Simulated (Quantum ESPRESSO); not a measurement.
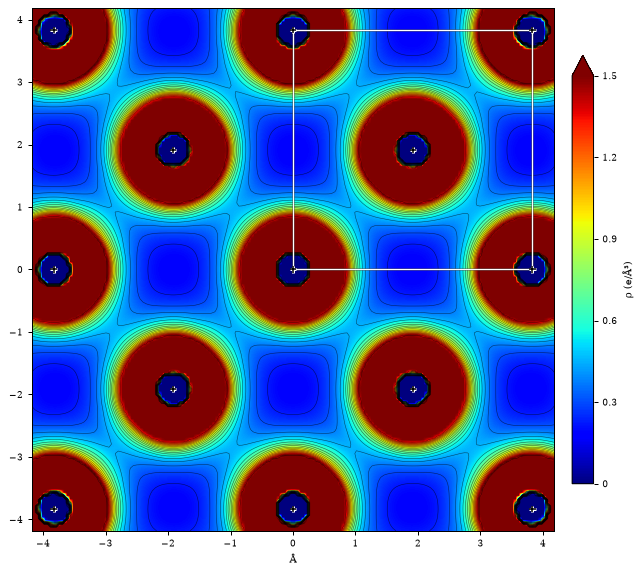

The valence pseudo-density on a plane through atoms (crosses mark nuclei in the plane).

The calculation used Kohn-Sham DFT of a periodic cell, PBEsol, GBRV 1.5 PBEsol in Quantum ESPRESSO.

Candidates:
A. Ir, a = 3.83 Å, b = 3.83 Å, c = 3.83 Å, α = 90.00°, β = 90.00°, γ = 90.00°. Space group Fm-3m.
B. SnO2, a = 4.74 Å, b = 4.74 Å, c = 3.19 Å, α = 90.00°, β = 90.00°, γ = 90.00°. Space group P4₂/mnm; computed pressure about 5 GPa in this cell.
C. TiO, a = 3.03 Å, b = 3.03 Å, c = 3.24 Å, α = 90.00°, β = 90.00°, γ = 120.00°. Space group P-6m2; computed pressure about −40 GPa in this cell.

Which system is this?

Candidate A: Ir on the (100) plane of the conventional cell, which holds Ir. Ir–Ir (2.71 Å): ρ is about 0.45 e/Å³ halfway.
